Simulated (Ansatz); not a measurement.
Gd (space group Fm-3m, No. 225): the input geometry of an electronic-structure calculation (not necessarily at equilibrium); the starting structure was generated, so it need not be a known form of this composition.

```
Gd
1.0
     5.10002    0.00000    0.00000
     0.00000    5.10002    0.00000
     0.00000    0.00000    5.10002
Gd
4
Cartesian
  0.0000 0.0000 0.0000
  0.0000 2.5500 2.5500
  2.5500 0.0000 2.5500
  2.5500 2.5500 0.0000
```

Bonds are taken as Gd–Gd below 4.1 Å. Atoms with one bond or none are removed and atoms with two bonds are replaced by edges, until no such atom is left.

Derive the underlying net.

The result is a uninodal 12-connected, three-periodic net: Gd is a 12-connected node. It is the fcu net, known from cubic close packing. It is a single net, without interpenetration.

```
node  links   point symbol  coordination sequence
  Gd     12  3^24.4^36.5^6       12 42 92 162 252
```

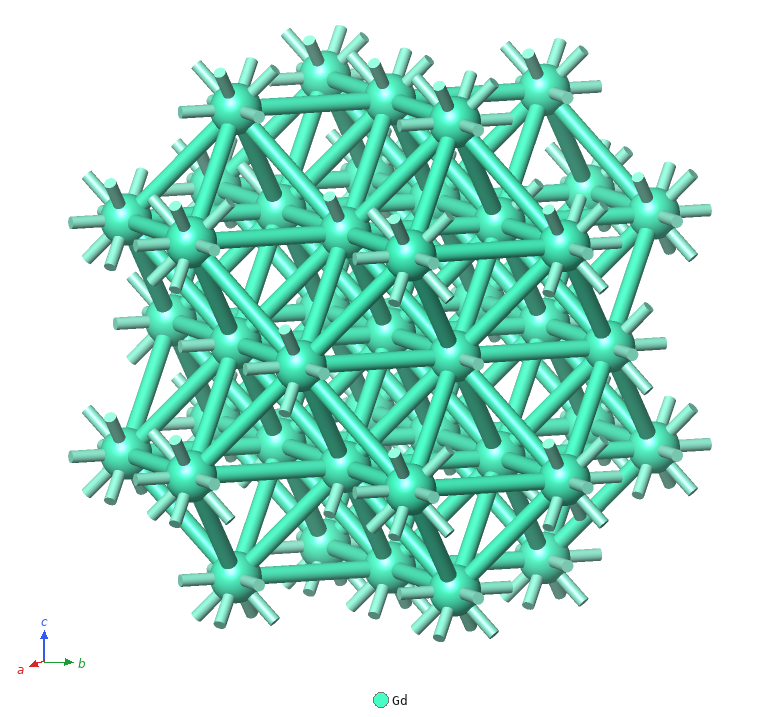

Nodes are coloured by element. Short stubs are edges that leave the cut-out.
